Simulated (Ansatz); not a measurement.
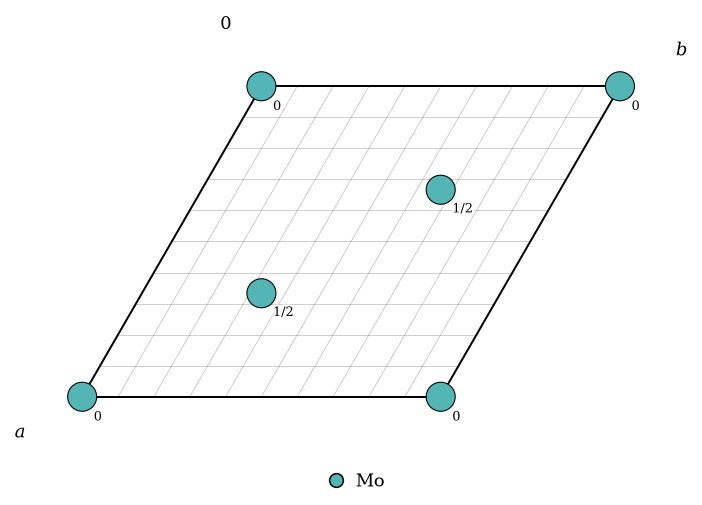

Plan of a unit cell projected along c (a down the page, b across); the numbers are heights as fractions of c, and atoms on the cell's edges are repeated. The grid marks tenths of a and b. Source: the input geometry of an electronic-structure calculation (not necessarily at equilibrium); the starting structure was generated, so it need not be a known form of this composition. Symmetry computed with spglib at a tolerance of 0.002 Å; standard conventional cell.

a = 4.738 Å, b = 4.738 Å, c = 2.592 Å, α = 90.00°, β = 90.00°, γ = 120.00°.

**What does the cell contain?**

3 Mo: Mo, Z = 3.

**Which space group?**

P6/mmm (No. 191), primitive hexagonal.

**Give the independent sites, coordinates to two places.**

```json
{"atom": "Mo", "site": "1a", "symmetry": "6/mmm", "x": "0.00", "y": "0.00", "z": "0.00"}
{"atom": "Mo", "site": "2d", "symmetry": "-6m2", "x": "0.33", "y": "0.67", "z": "0.50"}
```
